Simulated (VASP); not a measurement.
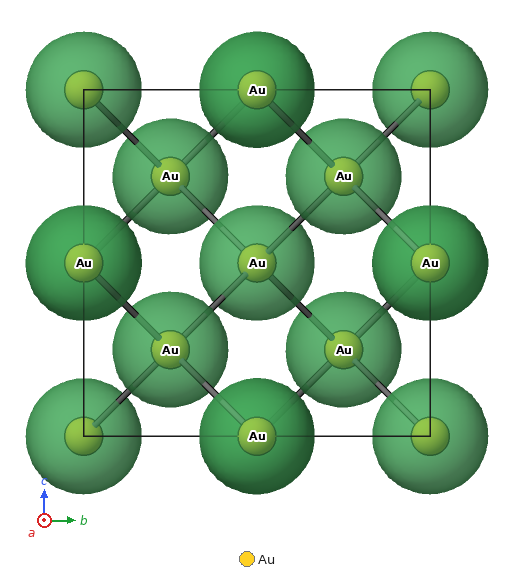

The picture shows: Au. Isosurface of the valence pseudo-density at 0.6 e/Å³ (green), seen along the a axis. Sticks mark near contacts.

Space group Fd-3m; a generated structure, not necessarily the stable one.

Theory: VASP, Kohn-Sham DFT of a periodic cell, revPBE, VASP PAW PBE potentials, recommended.

The density is the valence pseudo-density of a PAW calculation; it isn't the true density close to the nuclei.

What does this surface tell about the bonding?

Answer. At this value the density breaks into separate islands; it holds about 70 % of the electrons treated as valence. It bridges none of the near contacts. It is pinched off along the shortest Au–Au (2.70 Å) contacts. On the grid the lowest density along these lines, outside the cores, is 0.39 e/Å³ (Au–Au, 2.70 Å).
